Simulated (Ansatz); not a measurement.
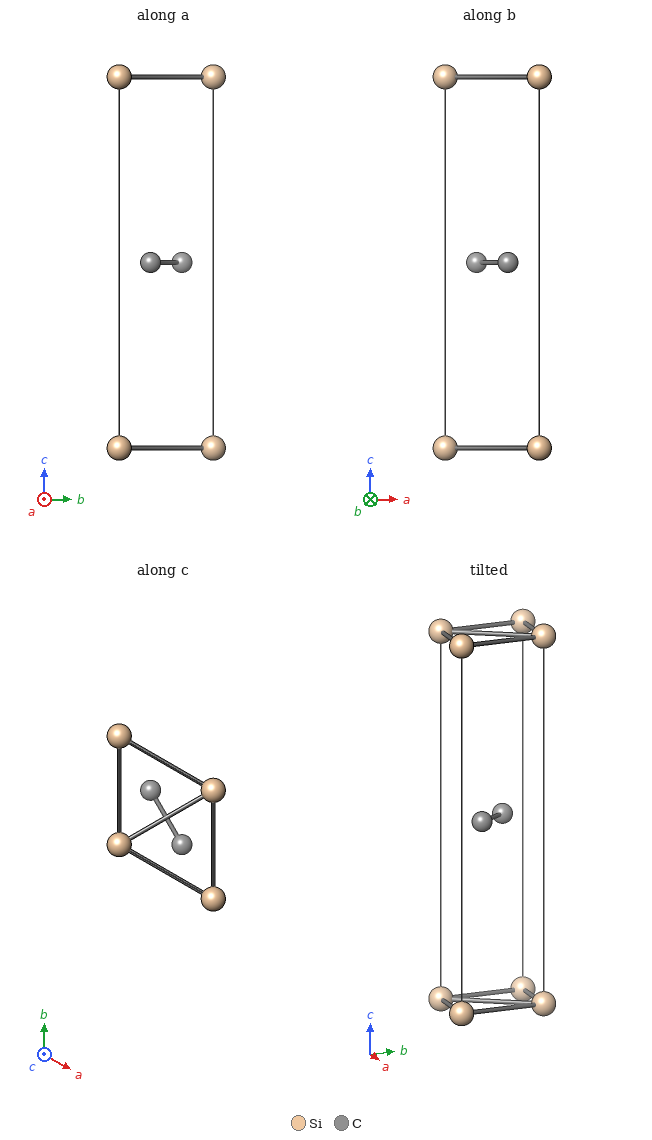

View along the a axis, along the b axis, along the c axis and slightly off an axis, drawn as a ball-and-stick model. Atoms at the boundary of the conventional unit cell (the box) are drawn once for each face, edge or corner they touch.

Lattice parameters: a = 2.4737 Å, b = 2.4737 Å, c = 8.4537 Å, α = 90.000°, β = 90.000°, γ = 120.000°.

Question: Give the structure in the form of a CIF in P1 with every atom of the cell.

Answer:
```cif
data_structure
_symmetry_space_group_name_H-M 'P 1'
_symmetry_Int_Tables_number 1
_cell_length_a 2.4737
_cell_length_b 2.4737
_cell_length_c 8.4537
_cell_angle_alpha 90.000
_cell_angle_beta 90.000
_cell_angle_gamma 120.000
_cell_volume 44.80
loop_
_atom_site_label
_atom_site_type_symbol
_atom_site_fract_x
_atom_site_fract_y
_atom_site_fract_z
_atom_site_occupancy
Si1 Si 0.0000 0.0000 0.0000 1
C1 C 0.3333 0.6667 0.5000 1
C2 C 0.6667 0.3333 0.5000 1
```

It goes back to a structure type filled with these elements by a generator (whether the compound takes this form wasn't checked). Earlier steps of the study may have refined or changed the cell and positions. It went into a calculation with Ansatz.
